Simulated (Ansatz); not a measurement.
## HfB2: an electron-density study

Space group P6/mmm.

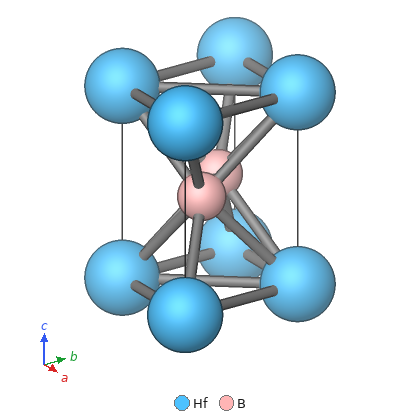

The conventional cell.

The calculation's input:

```
crystal:
  lattice:
    - [3.14, 0.0, 0.0]
    - [-1.57, 2.7193197679, 0.0]
    - [0.0, 0.0, 3.48]
  atoms:
    - { symbol: Hf, position: [0.0, 0.0, 0.0] }
    - { symbol: B, position: [0.3333333333, 0.6666666667, 0.5] }
    - { symbol: B, position: [0.6666666667, 0.3333333333, 0.5] }
basis:
  ecutwfc: 500
  fft_grid_basis: typed
kpoints:
  mp_grid: { grid: [12, 12, 10] }
hamiltonian:
  xc: pbe
  pseudopotentials: { kind: paw }
scf:
  occupations: { method: gaussian, width: 0.05 }
output:
  forces: true
  stress: true
  eigenvalues: true
  bader: true
  write_density: true
  volumetric_format: npy
  elf: true
```

Launched as:

```sh
ansatz run input.yaml --threads 1 --pin off --max-ram 2560MiB --backend cpu --events-out ev --progress --plain --runs-dir out
```

The picture shows the conventional cell (a = 3.14 Å, b = 3.14 Å, c = 3.48 Å, α = 90.00°, β = 90.00°, γ = 120.00°).

These are results of Ansatz, DFT PBE, scalar-relativistic, plane waves, PAW, not measurements.

Core electrons are frozen (PAW), so the maps are meaningful between the atoms, not at the nuclei.

Part 1: Bonding charge

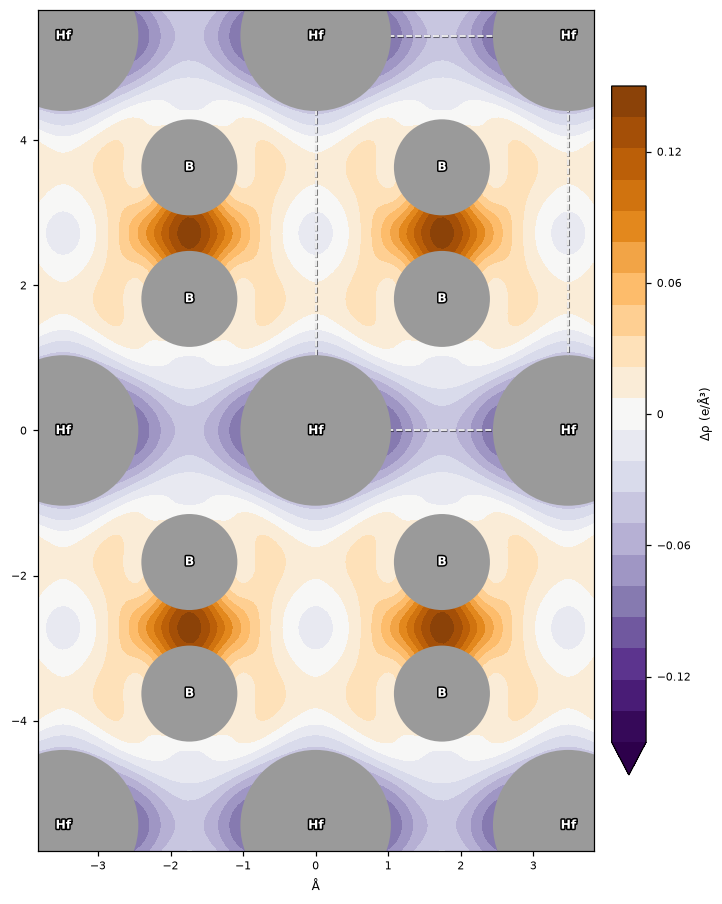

*Density of the crystal less the sum of free-atom densities: a map on the (110) plane of the conventional cell, with grey discs over the atomic cores. Cores are masked to 1.0 Å (Hf) and 0.7 Å (B).*

**Read the map: where is density gained and where lost?**

B–B (1.81 Å): Δρ is +0.14 e/Å³ at the midpoint, where it peaks: a build-up of bond charge. B–Hf (2.51 Å): Δρ is −0.02 e/Å³ at the midpoint (close to a masked core, so read it with care). Hf–Hf (3.14 Å): Δρ is −0.013 e/Å³ at the midpoint (this contact isn't in the plane drawn). Over the whole cell, outside the masked cores, the largest gain, 0.14 e/Å³, lies 0.9 Å from a boron nucleus, and the largest loss lies at the edge of the masked core of Hf. In all about 0.15 e an atom is rearranged against the free atoms. Bader charges: Hf +1.59 and B −0.80 e. Among metals such charges hang on how the charge between the atoms is shared out.

Part 2: States by energy

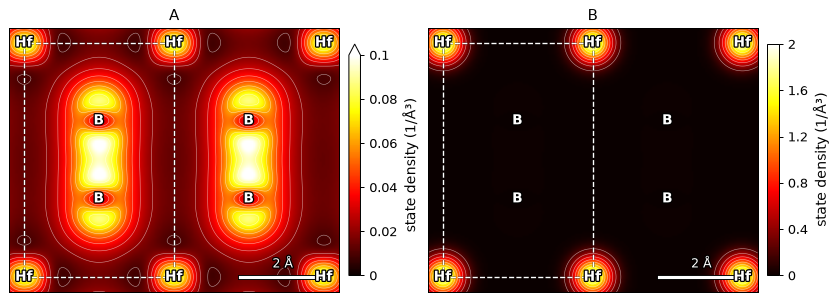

HfB2: densities of the states in two energy windows, on the (110) plane of the conventional cell.

**Match the panels to the energy ranges (zero at the Fermi level): −13.9 to −9.3 eV and −9.3 to −4.6 eV.**

Panel A: −9.3 to −4.6 eV, the middle third of the occupied valence band, mainly B 2p (60 %), Hf 5d (20 %) and B 2s (15 %).
Panel B: −13.9 to −9.3 eV, the lower third of the occupied valence band, mainly Hf 4f (85 %).
The characters are Löwdin shares on a minimal set of atomic orbitals. At the bottom of an sp band the diffuse p orbitals of such a set take a share of s-like charge between the atoms, so the p share there is overstated.

Part 3: Moving an atom

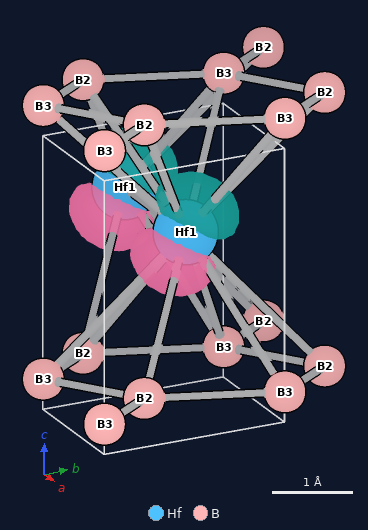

HfB2: one atom of the 3-atom cell (and its periodic copies) was moved a little. Density after less density before, teal at +0.8 and pink at −0.8 e/Å³, seen slightly off an axis; cell a = 3.14 Å, b = 3.14 Å, c = 3.48 Å, α = 90.00°, β = 90.00°, γ = 120.00°. The lobes lie largely inside the PAW sphere, where the density is a smoothed one.

**Find the displaced atom and its direction.**

Hf1 moved towards the teal lobe, up and to the right in the picture. In the run the shift was 0.05 Å roughly along [0 1 2] in the axes of the cell drawn.

**How much does the computed force on the atom change?**

The force on it changes by 0.76 eV/Å along the move, against it: a stiffness of about 15 eV/Å² for this sublattice shift.

Part 4: Another level of theory

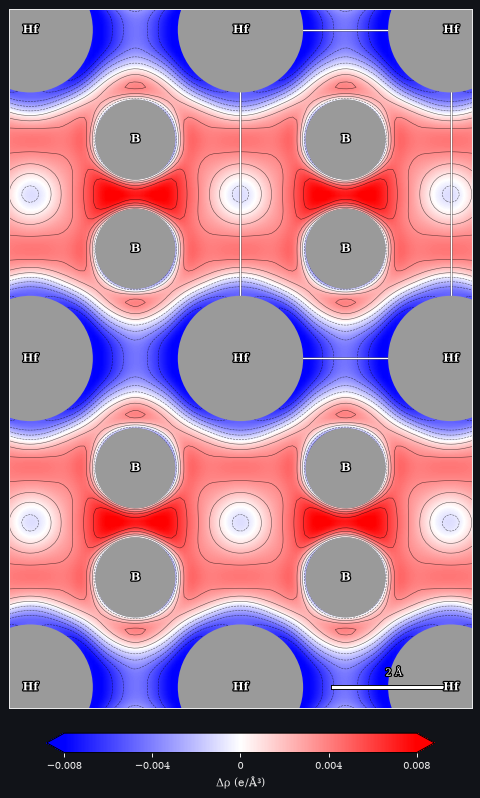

HfB2: difference of two self-consistent densities at the same geometry, ρ(r2SCAN) − ρ(PBE), on the (110) plane of the conventional cell. Grey discs cover the cores, where the PAW densities can't be compared. Cores are masked to 1.0 Å (Hf) and 0.7 Å (B).

Both runs: Ansatz, scalar-relativistic, plane waves and PAW, same cutoff, k-points and PAW files (made with PBE).

**How does the change of level move the electrons?**

Against PBE, and outside the masked cores, the largest gain, 0.008 e/Å³, lies 1.0 Å from a boron nucleus, and the largest loss lies at the edge of the masked core of Hf. Bader charges are Hf +1.59 and B −0.80 e with PBE and Hf +1.69 and B −0.84 e with r2SCAN. Among metals such charges hang on how the charge between the atoms is shared out. At this volume the pressure is 1 GPa with PBE and −1 GPa with r2SCAN.

Run times: 33 s (base cell), 7.8 s (state densities), 2.2 min (moved atom) and 41 s (r2SCAN), on 1 thread of Arm Neoverse N1, with other jobs on the host.
